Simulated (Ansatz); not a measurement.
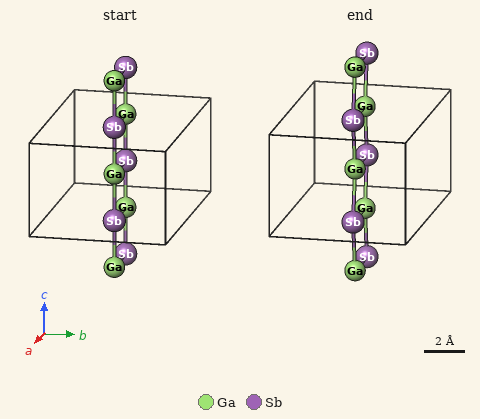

The structure of a wire of composition GaSb before (left) and after (right) a relaxation, at one scale.

A ball-and-stick model of the cell of the calculation, with the vacuum cut short, seen slightly off an axis.

Case: ladder chain of atoms.

Theory: DFT PBE, scalar-relativistic, plane waves, PAW (Ansatz). (plane-wave cutoff 420 eV; k-point mesh 1 × 1 × 13; occupations gaussian; smearing width 0.05 eV; collinear spin; cell relaxed at fixed a, b, alpha, beta, gamma; force threshold 0.01 eV/Å; at most 45 steps)

### Describe what moved and what it gained.

The largest moves relative to the layer's centre, 0.28 Å, are those of Sb atoms. By element the largest moves are Sb 0.28 Å, Ga 0.16 Å. Along the periodic axis the drawn cell goes c 4.843 → 5.286 Å (+9.1 %). Near-neighbour distances that change, for instance: Ga–Sb 2.422 → 2.680 Å, Ga–Sb 2.543 → 2.661 Å. Bond angles that change, for instance: Sb–Ga–Sb 180.0° → 160.8°, Ga–Sb–Ga 180.0° → 160.8°, Sb–Ga–Sb 90.0° → 99.6°. The energy falls by 1.096 eV per cell of the calculation in 6 accepted moves (7 points after the start). The largest force component goes from 1.4 to 0.00044 eV/Å. The SCF was repeated once at an unchanged geometry on a basis and grid sized afresh for the cell, which shifted the energy by 2.3 meV per cell of the calculation at most.

Limits of the set-up: the k-point mesh is coarse for a cell with partly filled bands.
